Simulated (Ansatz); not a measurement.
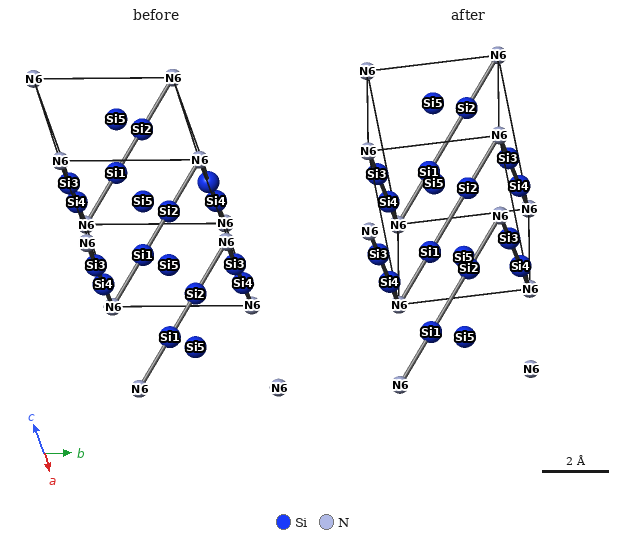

The structure of crystalline Si5N (a generated structure, set up in I4/mmm) (coarse preliminary run) before (left) and after (right) a relaxation, at one scale.

The picture is a ball-and-stick view of the cell of the calculation, repeated 2 × 1 × 1 with one cell outlined, seen from a free direction.

Computed with Ansatz, DFT PBE, scalar-relativistic, plane waves, PAW. (plane-wave cutoff 420 eV; k-point mesh 4 × 4 × 4; occupations gaussian; smearing width 0.1 eV; no spin polarisation; cell and atoms relaxed; force threshold 0.04 eV/Å; at most 70 steps)

Question: Summarise the run.

Answer: The energy falls by 2296 meV per atom in 9 accepted moves (11 points after the start). Largest force component: 29 eV/Å at the start, 0.0029 eV/Å at the end. Pressure: 55.85 GPa at the start and −0.02 GPa at the end. The SCF was repeated twice at an unchanged geometry on a basis and grid sized afresh for the cell, which shifted the energy by 10.9 meV per atom at most. The largest moves relative to the cell, 0.25 Å, are those of Si1, Si2, Si3 and Si4. Si4 goes along [−1 0 −1]. N stays in place. The volume changes by +5.5 %, with a = b = c 4.844 → 5.002 Å (+3.2 %), α 112.1° → 102.9°, β 112.1° → 102.9°, γ 104.3° → 123.7°. Near-neighbour distances that change, for instance: Si1–Si2 1.605 → 2.345 Å, Si5–N6 2.972 → 2.361 Å, Si1–Si5 2.822 → 3.331 Å, Si1–Si5 (another image) 3.529 → 3.059 Å. The space group stays I4/mmm (No. 139). Cost: 22 s on 1 thread of Arm Neoverse V1, on a shared host, peak memory 0.34 GiB.
